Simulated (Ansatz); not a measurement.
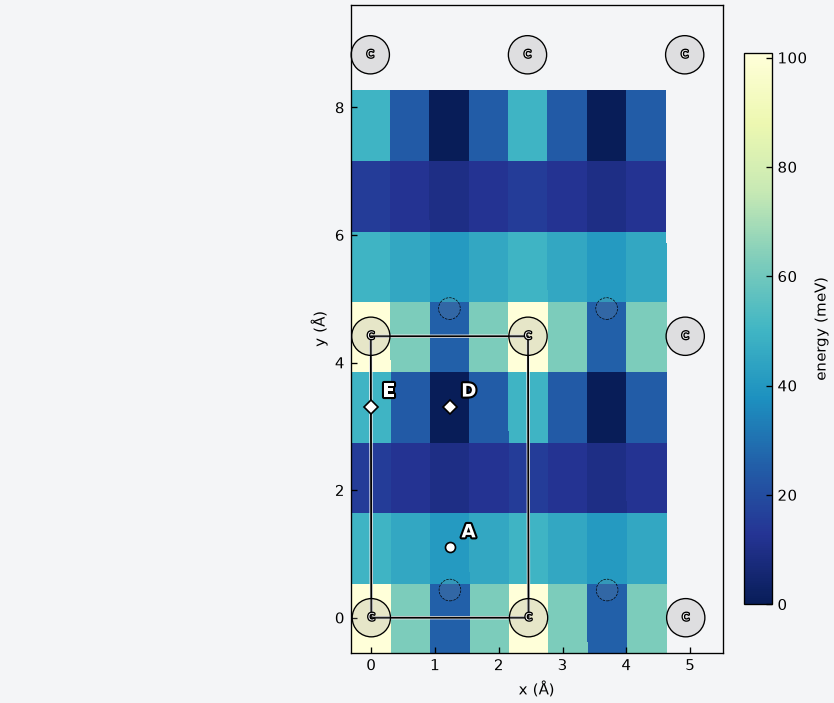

N₂ on a C(111) slab cut from the C2/m phase, its upper half relaxed before the scan (16 atoms of substrate and one adsorbate in a 2 × 1 cell). N2 is moved over the surface cell at a fixed height above a rigid substrate; the origin of the map has the adsorbate above C15; the height is held at 2.70 Å. Places are given modulo a cell vector. The map is drawn in real space over the plane of the surface. The grid has 4 × 4 points. Places are given in fractions of the 1 × 1 surface cell. Energies: meV, counted from the lowest grid point. At a fixed height the lowest place need not be the adsorption site. These are results of DFT PBE+D3(BJ), scalar-relativistic, plane waves, PAW in Ansatz, not measurements. Settings: cutoff 420 eV, k-mesh 6×6×1, gaussian smearing 0.05 eV, no spin polarisation.

Drawn: one coloured cell a grid point, labelled circles for the atoms of the top layer and small ones for the second layer, the outline of one cell of the 2 × 2 shown, lettered points.

> Rank the lettered points by energy, lowest first.

D (0 meV), A (41 meV), E (50 meV).

PAW datasets: the set soft_1.
